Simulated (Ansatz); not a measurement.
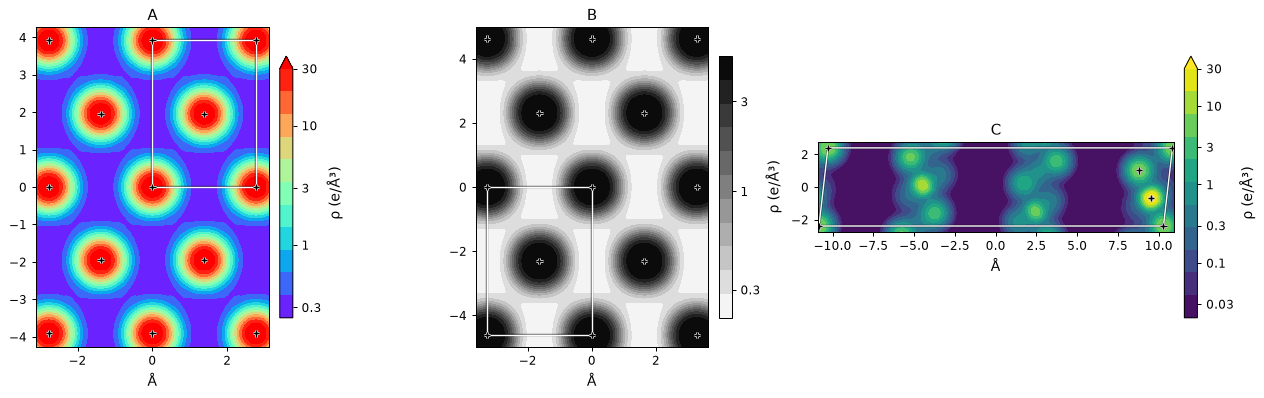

The valence electron density of 3 systems, each on a plane through atoms (crosses mark nuclei in the plane).

Computed with Ansatz 0.2.0, DFT PBEsol, scalar-relativistic, plane waves, PAW.

System 1: Nb, the (101) plane of the conventional cell. Space group Im-3m; computed without spin polarisation.

System 2: NiO2, the (111) plane of the conventional cell. Space group R-3m; a structure from a database of computed crystals, not necessarily the ambient phase; computed without spin polarisation.

```cif
data_structure
_symmetry_space_group_name_H-M 'P 1'
_symmetry_Int_Tables_number 1
_cell_length_a 2.7834
_cell_length_b 2.7834
_cell_length_c 20.9387
_cell_angle_alpha 90.000
_cell_angle_beta 90.000
_cell_angle_gamma 120.000
_cell_volume 140.49
loop_
_atom_site_label
_atom_site_type_symbol
_atom_site_fract_x
_atom_site_fract_y
_atom_site_fract_z
_atom_site_occupancy
Ni1 Ni 0.00000 0.00000 0.00000 1
Ni2 Ni 0.66667 0.33333 0.33333 1
Ni3 Ni 0.33333 0.66667 0.66667 1
O1 O 0.33333 0.66667 0.28876 1
O2 O 0.00000 0.00000 0.62209 1
O3 O 0.66667 0.33333 0.95542 1
O4 O 0.33333 0.66667 0.04458 1
O5 O 0.00000 0.00000 0.37791 1
O6 O 0.66667 0.33333 0.71124 1
```

System 3: Ni, the (101) plane of the conventional cell. Space group Im-3m; a structure from a database of computed crystals, not necessarily the ambient phase; computed pressure about −3 GPa in this cell; spin-polarised.

```xyz
2
Lattice="2.7674 0.0000 0.0000 0.0000 2.7674 0.0000 0.0000 0.0000 2.7674" Properties=species:S:1:pos:R:3 pbc="T T T"
Ni    0.0000    0.0000    0.0000
Ni    1.3837    1.3837    1.3837
```

Q: Match each panel to its system.

A: Panel A is system 3, Ni: the plane holds Ni. Ni–Ni (2.40 Å): the density is about 0.34 e/Å³ at the midpoint. Panel B is system 1, Nb: the plane holds Nb. Nb–Nb (2.83 Å): ρ is about 0.3 e/Å³ halfway. Panel C is system 2, NiO2: the plane holds Ni and O. Ni–O (1.86 Å): the density is about 0.86 e/Å³ at the midpoint.
